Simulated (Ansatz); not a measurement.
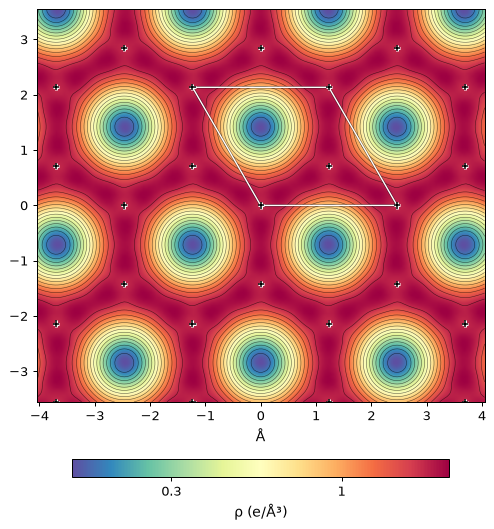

The valence electron density on a plane through atoms (crosses mark nuclei in the plane).

Theory: Ansatz, DFT PBE+D3(BJ), scalar-relativistic, plane waves, PAW.

Candidates:
A. C, a = 2.47 Å, b = 2.47 Å, c = 10.05 Å, α = 90.00°, β = 90.00°, γ = 120.00°. Space group R-3m.
B. BN, a = 2.51 Å, b = 2.51 Å, c = 9.88 Å, α = 90.00°, β = 90.00°, γ = 120.00°. Space group R3m; a structure from a database of computed crystals, not necessarily the ambient phase.

Which candidate gave the map?

Candidate A: C on the (001) plane of the conventional cell, which holds C. C–C (1.42 Å): ρ is about 2 e/Å³ halfway.
